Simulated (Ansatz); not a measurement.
```
Al Cu
1.0
     2.80627    0.00000    0.00000
     0.00000    2.80627    0.00000
     0.00000    0.00000    7.68335
Al Cu
3 1
Direct
  0.00000 0.00000 0.50000
  0.50000 0.50000 0.21930
  0.50000 0.50000 0.78070
  0.00000 0.00000 0.00000
```

Space group P4/mmm; a structure from a database of computed crystals, not necessarily the ambient phase; changed on purpose from its base cell (volume × 1.03, shape and atoms relaxed); computed pressure about −3 GPa in this cell; computed without spin polarisation.

Theory: Ansatz, DFT PBEsol, scalar-relativistic, plane waves, PAW.

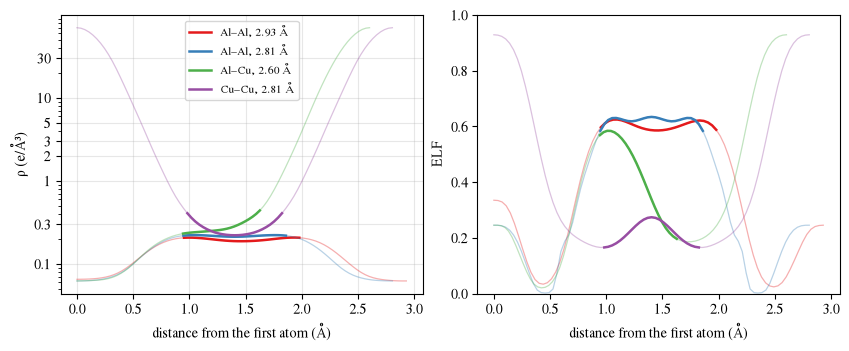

Al3Cu. Valence pseudo-density and electron localisation function along straight lines between neighbouring atoms. Thin, pale parts lie inside the atomic spheres.

The density is the valence pseudo-density of a PAW calculation; it isn't the true density close to the nuclei.

> Compare the contacts.

Al–Al (2.93 Å): ρ at the midpoint is about 0.19 e/Å³; the ELF peaks at about 0.60 between the atoms.
Al–Al (2.81 Å): ρ is about 0.21 e/Å³ halfway; the ELF peaks at about 0.65 between the atoms.
Al–Cu (2.60 Å): ρ is about 0.26 e/Å³ halfway; the ELF is about 0.45 at the midpoint.
Cu–Cu (2.81 Å): ρ at the midpoint is about 0.22 e/Å³; the ELF is about 0.25 at the midpoint: no shared electron pair shows on this line.
